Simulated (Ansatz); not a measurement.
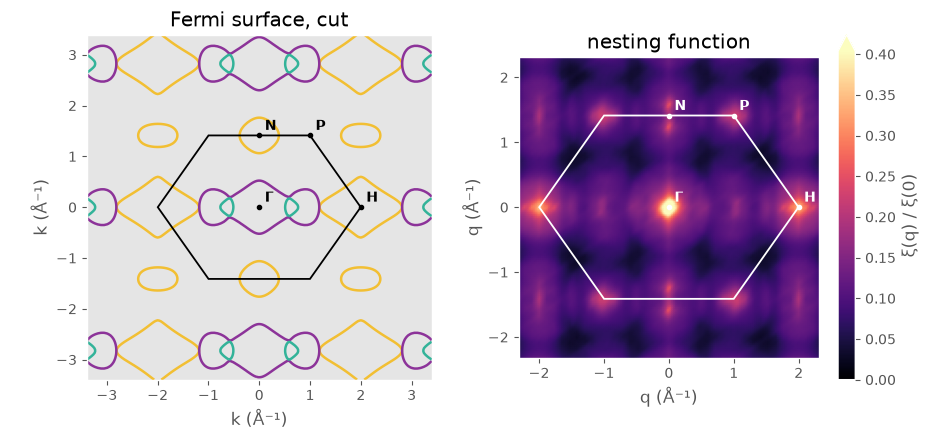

Mo in space group Im-3m: a cut of the Fermi surface and the nesting function ξ(q) = Σ δ(ε_k) δ(ε_k+q) over all sheets (each δ a Gaussian as wide as the level changes between mesh points, at least 0.03 eV; heights depend on it), both in the plane through Γ, H and P.

These are results of DFT PBE, scalar-relativistic, plane waves, PAW; levels and slopes on a dense k mesh at the converged density in Ansatz, not measurements. No spin polarisation. The levels come from a k mesh of 34×34×34 points. Cell and positions as given, without relaxation (residual pressure 3 GPa).

Where is the strongest nesting away from q = 0?

The highest maximum lies at H, at q = (−0.50, −0.50, 0.50) in units of the primitive reciprocal vectors. It reaches 0.37 of the value at q = 0, against a mean of 0.10. A peak of ξ alone doesn't prove an instability there.

Spin-orbit coupling is left out; with Mo it can split, shift or remove sheets. Necks and pockets thinner than about two mesh steps aren't resolved, so separate pockets may in truth be joined.
